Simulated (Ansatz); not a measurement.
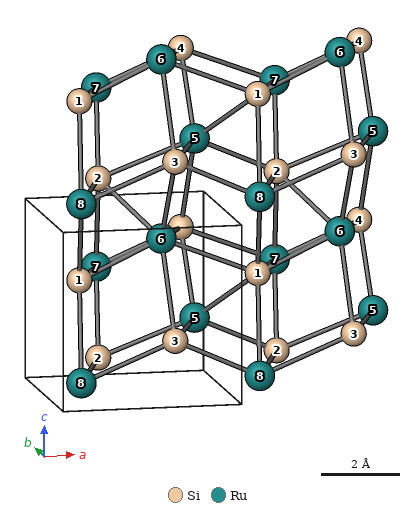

This is the input geometry for a relaxation of solid SiRu (built on the database structure type). A ball-and-stick model of the cell of the calculation, repeated 2 × 1 × 2 with one cell outlined, seen slightly off an axis.

Computed with DFT, PBE, plane waves, PAW in Ansatz.

Input file:
```yaml
crystal:
  lattice:
    - [4.70859538, 0.0, 0.0]
    - [0.0, 4.70859538, 0.0]
    - [0.0, 0.0, 4.70859538]
  atoms:
    - { symbol: Si, position: [0.16242227, 0.33757773, 0.66242227] }
    - { symbol: Si, position: [0.33757773, 0.66242227, 0.16242227] }
    - { symbol: Si, position: [0.66242227, 0.16242227, 0.33757773] }
    - { symbol: Si, position: [0.83757773, 0.83757773, 0.83757773] }
    - { symbol: Ru, position: [0.87059449, 0.62940551, 0.37059449] }
    - { symbol: Ru, position: [0.62940551, 0.37059449, 0.87059449] }
    - { symbol: Ru, position: [0.37059449, 0.87059449, 0.62940551] }
    - { symbol: Ru, position: [0.12940551, 0.12940551, 0.12940551] }
kpoints:
  mp_grid: { grid: [6, 6, 6] }
hamiltonian:
  xc: pbe
scf:
  occupations: { method: fermi_dirac, width: 0.02 }
relax:
  f_tol: 0.005
  cell: {}
```

Run as
```bash
ansatz run input.yaml --threads 2 --pin off --max-ram 29491MiB --backend cpu --events-out ev --progress --plain --runs-dir out
```

Question: Where does the relaxation end?

Answer: The energy falls by 23.8 meV per cell of the calculation in 4 accepted moves (5 points after the start). Largest force component: 0.058 eV/Å at the start, 0.00013 eV/Å at the end. Pressure: 4.30 GPa at the start and 0.00 GPa at the end. At 1 point the geometry stayed and the basis and grid were re-selected for the new cell (energy shift of 0.7 meV per cell of the calculation at most each time). No atom moves by more than 0.005 Å relative to the cell. Cell: a = b = c 4.709 → 4.736 Å (+0.6 %). Volume +1.7 %. Among the contacts that change: Si1–Ru6 2.699 → 2.716 Å, Ru5–Ru6 2.884 → 2.901 Å, Si1–Ru6 (another image) 2.412 → 2.426 Å, Si1–Ru5 2.380 → 2.392 Å. The space group stays P2_13 (No. 198). The run took 20 s on 2 threads of AMD EPYC 7R13 Processor (Zen 3), on a shared host, peak memory 0.55 GiB.
